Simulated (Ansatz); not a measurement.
```cif
data_structure
_symmetry_space_group_name_H-M 'P 1'
_symmetry_Int_Tables_number 1
_cell_length_a 7.0533
_cell_length_b 7.0533
_cell_length_c 4.0704
_cell_angle_alpha 90.000
_cell_angle_beta 90.000
_cell_angle_gamma 90.000
_cell_volume 202.50
loop_
_atom_site_label
_atom_site_type_symbol
_atom_site_fract_x
_atom_site_fract_y
_atom_site_fract_z
_atom_site_occupancy
Ge1 Ge 0.17848 0.17848 0.50000 1
Ge2 Ge 0.67848 0.67848 0.00000 1
Ge3 Ge 0.32152 0.32152 0.00000 1
Ge4 Ge 0.82152 0.82152 0.50000 1
Ge5 Ge 0.67848 0.32152 0.00000 1
Ge6 Ge 0.17848 0.82152 0.50000 1
Ge7 Ge 0.32152 0.67848 0.00000 1
Ge8 Ge 0.82152 0.17848 0.50000 1
```

Space group I4/mmm; a structure generated by program, which may or may not match a known phase.

All numbers below come from DFT PBE, scalar-relativistic, plane waves, PAW in Ansatz 0.2.0.

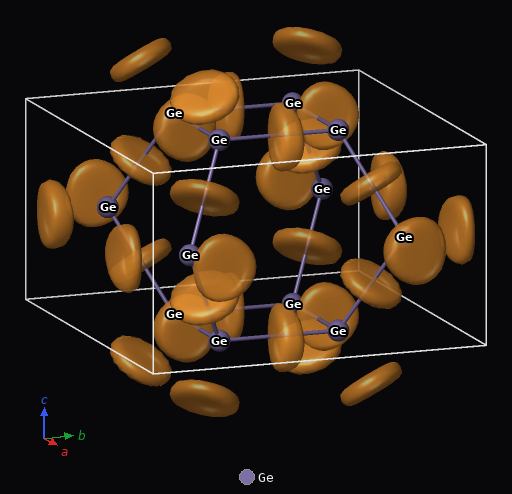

Ge. Isosurface of the electron localisation function at 0.65 (orange), seen slightly off an axis. Only the valence region is drawn (cores and ρ < 0.01 e/Å³ removed). Sticks mark near contacts.

Core electrons are frozen (PAW), and the valence fields are smoothed inside the atomic spheres.

Describe the localisation domains.

Answer. The ELF exceeds this value in twelve regions between bonded Ge–Ge atoms and four pockets between the atoms, centred on no nucleus (multi-centre or interstitial), counted in one cell of 8 atoms. Regions shared between cells count once. Profiles from the grid: Ge–Ge (2.49 Å): the ELF peaks at about 0.75 between the atoms.

Does the calculation give a band gap?

Answer. It is metallic or semimetallic at this level of theory: no gap opens.
